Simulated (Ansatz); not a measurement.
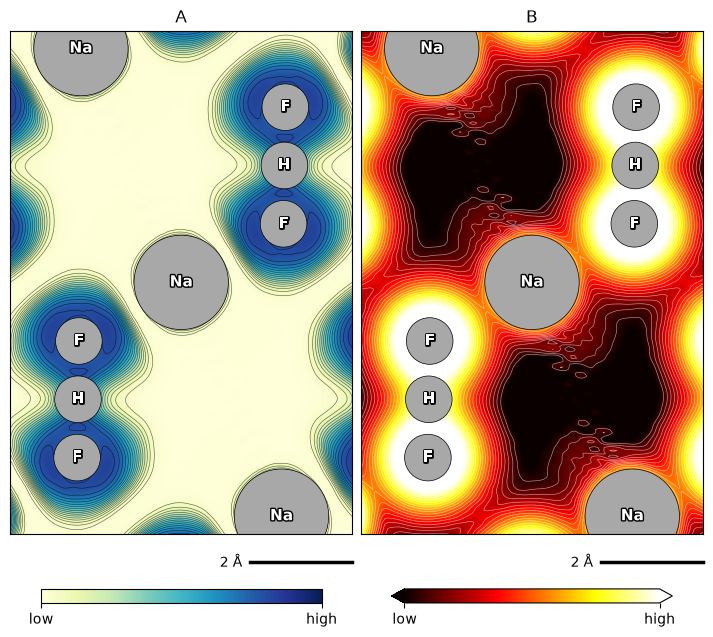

NaHF$_{2}$: 2 fields on the (010) plane of the conventional cell, with unlabelled colour scales. Grey discs cover the atomic cores.

Space group C2/m; changed on purpose from its base cell (strained and moved within a subgroup, then relaxed).

Method: DFT PBEsol, scalar-relativistic, plane waves, PAW in Ansatz.

Which field does each panel show? The fields are: electron localisation function and valence pseudo-density.

Answer. Panel A: electron localisation function. Panel B: valence pseudo-density. From the grid: F–H (1.14 Å): the density is about 2.8 e/Å³ at the midpoint; the ELF peaks at about 0.80 between the atoms. Na–F (2.31 Å): ρ at the midpoint is about 0.14 e/Å³; the ELF is about 0.05 at the midpoint; a closed-shell, largely ionic contact.
